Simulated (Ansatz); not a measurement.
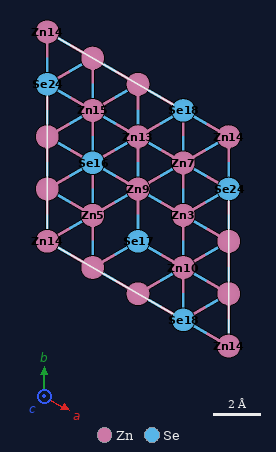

A defect cell of composition Zn15Se16 (cell charge −2), before the relaxation. A ball-and-stick model of the cell of the calculation, seen along the c axis.

Case: Zn on a Zn site beside a Zn vacancy, charge -2, atoms relaxed.

Method: DFT LDA, scalar-relativistic, plane waves, PAW (Ansatz 0.2.0).

The input:
```yaml
crystal:
  lattice:
    - [5.5675272874, 5.5675272874, -5.5675272874]
    - [-5.5675272874, -5.5675272874, -5.5675272874]
    - [-5.5675272874, 5.5675272874, 5.5675272874]
  atoms:
    - { symbol: Zn, position: [0.25, 0.5, 0.25] }
    - { symbol: Zn, position: [0.75, 0.0, 0.25] }
    - { symbol: Zn, position: [0.75, 0.5, 0.75] }
    - { symbol: Zn, position: [0.0, 0.5, 0.5] }
    - { symbol: Zn, position: [0.25, 0.25, 0.5] }
    - { symbol: Zn, position: [0.5, 0.0, 0.5] }
    - { symbol: Zn, position: [0.75, 0.75, 0.5] }
    - { symbol: Zn, position: [1.0, 0.75, 0.25] }
    - { symbol: Zn, position: [0.5, 0.5, 0.0] }
    - { symbol: Zn, position: [0.75, 0.25, 0.0] }
    - { symbol: Zn, position: [0.0, 0.25, 0.75] }
    - { symbol: Zn, position: [0.25, 1.0, 0.75] }
    - { symbol: Zn, position: [0.5, 0.75, 0.75] }
    - { symbol: Zn, position: [0.0, 0.0, 0.0] }
    - { symbol: Zn, position: [0.25, 0.75, 0.0] }
    - { symbol: Se, position: [0.25, 0.5, 0.0] }
    - { symbol: Se, position: [0.5, 0.25, 0.0] }
    - { symbol: Se, position: [0.75, 0.0, 0.0] }
    - { symbol: Se, position: [0.75, 0.5, 0.5] }
    - { symbol: Se, position: [0.0, 0.5, 0.25] }
    - { symbol: Se, position: [0.25, 0.25, 0.25] }
    - { symbol: Se, position: [0.5, 0.0, 0.25] }
    - { symbol: Se, position: [0.75, 0.75, 0.25] }
    - { symbol: Se, position: [0.0, 0.75, 0.0] }
    - { symbol: Se, position: [0.5, 0.5, 0.75] }
    - { symbol: Se, position: [0.75, 0.25, 0.75] }
    - { symbol: Se, position: [0.0, 0.25, 0.5] }
    - { symbol: Se, position: [0.25, 0.0, 0.5] }
    - { symbol: Se, position: [0.5, 0.75, 0.5] }
    - { symbol: Se, position: [0.0, 0.0, 0.75] }
    - { symbol: Se, position: [0.25, 0.75, 0.75] }
total_charge: -2
basis:
  ecutwfc: 420
  xc_grid: 2
kpoints:
  mp_grid: { grid: [2, 2, 2], shift: [0.5, 0.5, 0.5] }
hamiltonian:
  xc: lda
scf:
  occupations: { method: gaussian, width: 0.02 }
output:
  forces: true
  stress: false
  eigenvalues: true
  write_density: true
  write_potential: true
  elf: true
  volumetric_format: npy
relax:
  adjacent_minimum: "off"
  f_tol: 0.02
  max_steps: 60
```

Launched with:
```bash
ansatz run input.yaml --threads 8 --pin off --max-ram 20480MiB --backend cpu --events-out ev --progress --plain --runs-dir out
```

### Where does the relaxation end?

The largest moves, 0.16 Å, are those of Se17, Se19, Se21 and Se22. Se21 goes along +a. By element the largest moves are Se 0.16 Å, Zn 0.10 Å. The cell doesn't change. Some distances before and after: Zn10–Se17 2.411 → 2.371 Å, Zn10–Se18 2.411 → 2.449 Å, Zn10–Se26 2.411 → 2.433 Å, Zn11–Se16 2.411 → 2.419 Å. Bond angles that change, for instance: Se18–Zn14–Se21 109.5° → 115.9°, Zn1–Se21–Zn5 109.5° → 104.9°, Se24–Zn14–Se30 109.5° → 106.2°. Over 3 geometry steps the energy falls by 0.364 eV per cell of the calculation. The largest force component goes from 0.38 to 0.0083 eV/Å.

Step by step:

```tsv
step	E − E(0), meV/atom	largest force component, eV/Å
0	0.00	0.3773
1	-10.14	0.2043
2	-11.69	0.0220
3	-11.74	0.0083
```

The end point in the same view:

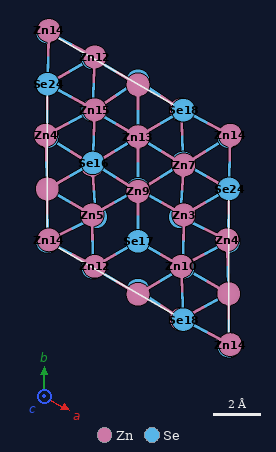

Limits of the set-up: the cell is charged, on a uniform background, and energies carry no finite-size correction.
